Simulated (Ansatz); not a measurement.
## Run report: Ti$_{5}$Si, band-structure calculation (part 2 of 2)

The same run, continued: Ti$_{5}$Si (6 atoms in the cell); DFT HSE06, scalar-relativistic, plane waves, PAW, no spin polarisation (Ansatz 0.2.0); cutoff 420 eV, 6×6×6 k-mesh, Gaussian smearing of 0.1 eV. The structure derives from a Materials Project entry.

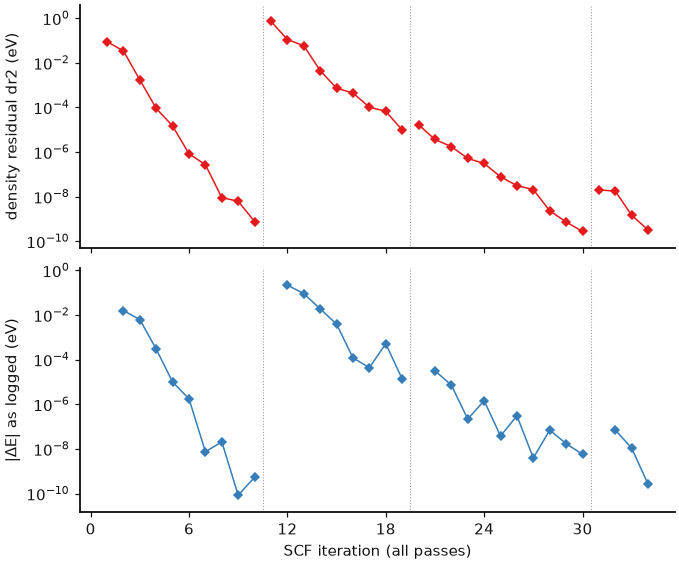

**Figure 1.** Convergence of the self-consistent field: density residual dr2 and size of the energy change against the SCF iteration. The run starts with a semilocal functional; after that each stretch between dotted lines is one SCF of the hybrid functional between two exact rebuilds of the exchange operator by the outer loop. Early passes are stopped at a loose threshold. The passes take 10, 9, 11 and 4 iterations.

```
hybrid outer 3: dexx = +1.651e-7 eV, tail = 1.13e-9 eV, Δε = 1.53e-4 eV (about 9.55e-6 eV left of the loop's levels), ΔF = 2.09e-4 eV/Å (tail 6.79e-5)
NSCF: frozen V_eff on 31 k-points
hybrid SCF converged: 3 outer / 24 inner (+10 warm-up), last move |dexx| = 1.65e-7 eV, tail = 1.13e-9 eV
Stability not checked: this state was not tested for a lower state beside it, because the functional holds exact exchange (a hybrid, or Hartree-Fock), whose exchange loop this test does not read (fock_operator; see scf.lower_state_search)
Free energy (F): -13133.127335 eV
Frozen-core exchange: fock
Harris-Foulkes:  -13133.127335 eV  (|F-HF|=2.11e-10)
Internal energy: -13133.112978 eV  (E = F + TS)
E sigma→0 (E₀):  -13133.120156 eV
Entropy (-TS):   -0.014357 eV (-2.393 meV/atom)
Fermi energy:    13.469078 eV
--- Per-component energies (eV) ---
  E_band       = -911.309340
  E_kinetic    = 1404.519302
  E_local      = -4277.679475  (includes V_loc(G=0)·N_el)
  E_nonlocal   = 49.785323
  E_hartree    = 1775.221159
  E_xc         = -441.629568
  E_vxc        = -529.726037  (∫ρ·V_xc dr)
  E_exx        = -201.937429  (= α·E_x^exact, valence–valence)
  E_paw        = -5645.551318  (= ΣΔE_a)
  E_vpaw       = -704.775947  (= ΣTr[D̂ρ^β])
  E_aug_tail   = 0.000597  (compensation charges beyond the density's cutoff)
  E_ewald      = -5794.922760
  E_core_change = -0.918806  (= ΣΔE_core)
  E_smearing   = -0.014357  (= −TS)
  E_closure    = -0.000000  (closes the sum)
  Σ components = -13133.127335   (vs F -13133.127335, Δ=0.00e0)
--- Forces (eV/Å), atoms counted from 1 ---
  atom   1  Ti    -0.00000000    -0.00000000     0.16870923
  atom   2  Ti    -0.11641268     0.00000000     0.00000000
  atom   3  Ti     0.05820634    -0.10081634    -0.00000000
  atom   4  Ti    -0.00000000     0.00000000    -0.16870923
  atom   5  Ti     0.05820634     0.10081634     0.00000000
  atom   6  Si     0.00000000     0.00000000     0.00000000
  max |Σ_I F_I| component: 2.54e-17 eV/Å
--- Stress (GPa, compression-positive) ---
       -1.836121       0.000000       0.000000
        0.000000      -1.836121       0.000000
        0.000000       0.000000      -3.019192
  P = ⅓ Tr σ = -2.2305 GPa (-22.305 kbar)
--- Band table (eV; the first three rows and the last of 32) ---
  k-point 0: bands = ["-48.3334", "-48.2571", "-48.0672", "-47.9218", "-47.9218", "-23.1990", "-23.0824", "-23.0644", "-23.0644", "-22.9899", "-22.9549", "-22.9549", "-22.7670", "-22.7670", "-22.5330", "-22.5330", "-22.4973", "-22.4772", "-22.1856", "-22.1856", "3.0247", "8.9366", "10.1622", "10.1622", "10.9853", "11.1335", "11.9549", "11.9549", "12.1065", "12.1065", "12.2806", "12.9893", "13.5791", "13.5791", "14.9068", "14.9068", "15.1020", "15.4539", "15.7142"]
  k-point 1: bands = ["-48.3276", "-48.2607", "-48.0602", "-47.9311", "-47.9220", "-23.1883", "-23.0960", "-23.0773", "-23.0509", "-23.0330", "-22.8986", "-22.8837", "-22.7730", "-22.7432", "-22.5810", "-22.5390", "-22.4948", "-22.4770", "-22.2274", "-22.1960", "3.2348", "8.6362", "10.0577", "10.1864", "10.6872", "11.4312", "11.6743", "11.7547", "11.9537", "12.1884", "12.5263", "12.9418", "13.7260", "13.8606", "14.7552", "14.9454", "15.2003", "15.3516", "15.6799"]
  k-point 2: bands = ["-48.3134", "-48.2704", "-48.0415", "-47.9547", "-47.9225", "-23.1875", "-23.1116", "-23.0660", "-23.0325", "-22.9984", "-22.8611", "-22.8311", "-22.7596", "-22.6739", "-22.6456", "-22.5574", "-22.5107", "-22.4907", "-22.3244", "-22.2153", "3.7318", "7.9528", "10.0410", "10.1727", "10.5081", "10.9998", "11.2700", "11.8063", "11.9613", "12.2289", "12.6903", "13.3278", "14.0756", "14.1681", "14.5999", "14.6922", "14.9653", "15.1894", "15.5413"]
  k-point 31: bands = ["-48.3149", "-48.2579", "-48.0857", "-47.9220", "-47.9220", "-23.1481", "-23.1114", "-23.1114", "-22.9832", "-22.8696", "-22.8691", "-22.8691", "-22.7828", "-22.7828", "-22.6967", "-22.5644", "-22.5442", "-22.5442", "-22.1920", "-22.1920", "4.1059", "7.3294", "9.5008", "9.5008", "10.8293", "11.1641", "11.6274", "11.6274", "12.0524", "12.4183", "12.4183", "13.0746", "13.9273", "13.9273", "14.6388", "15.1943", "15.1943", "15.5487", "15.5557"]
--- Löwdin populations: 6 sites ---
  site symbol       q [e]
     0     Ti     11.6370
     1     Ti     11.7259
     2     Ti     11.7259
     3     Ti     11.6370
     4     Ti     11.7259
     5     Si      4.6748
  spilling = 0.013648 (of n_electrons = 64.000000)
```

**File populations.tsv**
```
# site	symbol	l	j	q
# orbitals = lowdin
# n_electrons = 64.000000
# spilling = 0.013648
0	Ti	0_3S	-	1.922174
0	Ti	0_4S	-	0.833409
0	Ti	1_3P	-	5.990269
0	Ti	2_3D	-	2.891193
1	Ti	0_3S	-	1.905566
1	Ti	0_4S	-	0.854976
1	Ti	1_3P	-	5.986764
1	Ti	2_3D	-	2.978563
2	Ti	0_3S	-	1.905566
2	Ti	0_4S	-	0.854976
2	Ti	1_3P	-	5.986764
2	Ti	2_3D	-	2.978563
3	Ti	0_3S	-	1.922174
3	Ti	0_4S	-	0.833409
3	Ti	1_3P	-	5.990269
3	Ti	2_3D	-	2.891193
4	Ti	0_3S	-	1.905566
4	Ti	0_4S	-	0.854976
4	Ti	1_3P	-	5.986764
4	Ti	2_3D	-	2.978563
5	Si	0_3S	-	1.318913
5	Si	1_3P	-	3.355920
```

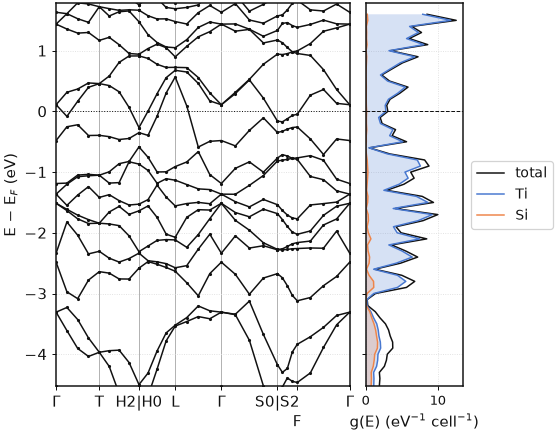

**Figure 2.** Band structure along Γ–T–H2|H0–L–Γ–S0|S2–F–Γ and density of states (projected on Löwdin-orthogonalised atomic shells), with energies from the Fermi level. Bands cross the Fermi level: a metal at this level of theory.

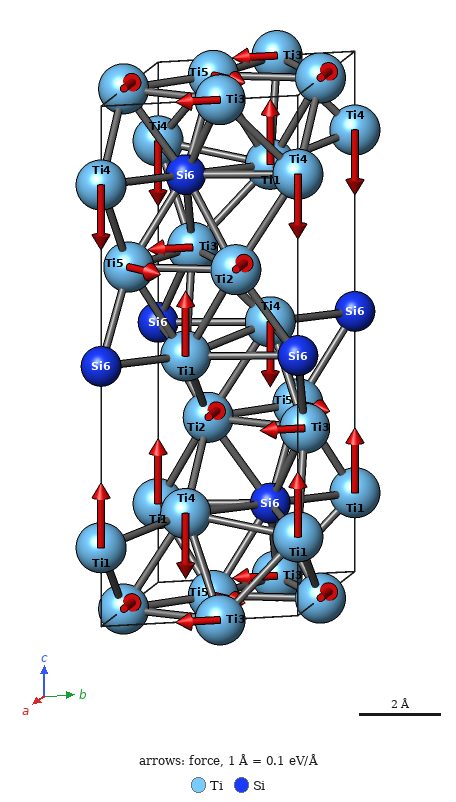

**Figure 3.** Forces on the atoms as red arrows (ball-and-stick view of the cell 3 times as large as that of the calculation, set on its symmetry axes, seen slightly off an axis; atoms are numbered from 1 in the order of the input). The largest act on Ti1, Ti4 (0.17 eV/Å); Ti2, Ti3, Ti5 (0.12 eV/Å). The geometry is not a stationary point of this energy.

This output came from the following input.

**Input**
```yaml
crystal:
  lattice:
    - [2.5242456748, 1.4573739198, 4.4383588902]
    - [-2.5242456748, 1.4573739198, 4.4383588902]
    - [0.0, -2.9147478397, 4.4383588902]
  atoms:
    - { symbol: Ti, position: [0.1513621527, 0.1513621527, 0.1513621527] }
    - { symbol: Ti, position: [0.6045557547, 0.3954442453, 0.0] }
    - { symbol: Ti, position: [0.0, 0.6045557547, 0.3954442453] }
    - { symbol: Ti, position: [0.8486378473, 0.8486378473, 0.8486378473] }
    - { symbol: Ti, position: [0.3954442453, 0.0, 0.6045557547] }
    - { symbol: Si, position: [0.5, 0.5, 0.5] }
basis:
  ecutwfc: 420
kpoints:
  mp_grid: { grid: [6, 6, 6] }
  band_path:
    path:
      - [[0.0, 0.0, 0.0], [0.5, 0.5, 0.5], [0.76145369, 0.23854631, 0.5]]
      - [[0.5, -0.23854631, 0.23854631], [0.5, 0.0, 0.0], [0.0, 0.0, 0.0], [0.36927315, -0.36927315, 0.0]]
      - [[0.63072685, 0.0, 0.36927315], [0.5, 0.0, 0.5], [0.0, 0.0, 0.0]]
    npoints: 4
hamiltonian:
  xc: hse06
scf:
  occupations: { method: gaussian, width: 0.1 }
output:
  forces: true
  stress: true
  eigenvalues: true
  populations: true
  dos: { projected: true, de: 0.02 }
  bader: false
```

Launch command:
```bash
ansatz run input.yaml --threads 2 --pin off --max-ram 5120MiB --backend cpu --events-out ev --progress --plain --runs-dir out
```

**Key numbers**

- outcome: converged
- space group (tolerance 0.01 Å): R32 (155)
- electrons treated: 64
- free energy: −13133.1273 eV
- Fermi energy: 13.469 eV
- gap on the k-point mesh: none (metallic)
- pressure: −2.23 GPa
- largest force (length of the vector): 0.169 eV/Å
- hardware: 2 threads of Intel Xeon (Granite Rapids), 176 GiB of memory available, shared host
- wall time: 22 min (CPU time 42 min)
- peak memory: 3.6 GiB

Warnings of the run: the exchange loop's threshold is looser than advised for the stress; the SCF threshold is looser than advised for the printed stress.
